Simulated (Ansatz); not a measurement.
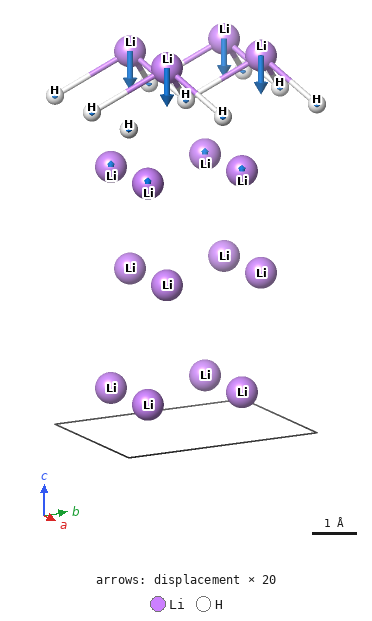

A constrained relaxation of a slab of composition Li₄H (cut from the P6_3/mmc phase). The starting structure is drawn; blue arrows show the displacements, 20 times their true length.

Style: ball-and-stick. Shown: the 2 × 2 repeat of the cell, outlined in the plane, without the vacuum, slightly off an axis.

Case: H put at a hollow Li-Li-Li site. The slab is the (0 0 1) face of Li with H on it. 2 atoms are held fixed.

All numbers below come from DFT r2SCAN, scalar-relativistic, plane waves, PAW in Ansatz. Settings: plane-wave cutoff 500 eV; k-point mesh 9 × 9 × 1; occupations gaussian; smearing width 0.1 eV; no spin polarisation; dipole correction; atoms relaxed in a fixed cell; force threshold 0.03 eV/Å; at most 70 steps.

> Which element moves most?

Lithium: up to 0.045 Å, against 0.004 Å for hydrogen.

> What happened in the run?

The atom that moves furthest is a Li atom (0.045 Å along the normal (−c)). Largest moves by element: Li 0.045 Å, H 0.004 Å. The cell stays as it was. Among the contacts that change: H–Li 2.027 → 2.008 Å. After 1 accepted move (2 points after the start) the energy has fallen by 1.8 meV per cell of the calculation. The largest force component goes from 0.074 to 0.015 eV/Å. The line search rejected the trial step at point 1 of the run.

Limits of the set-up: the periodic images lie only 3.1 Å apart, so the values are limited by the cell's size.
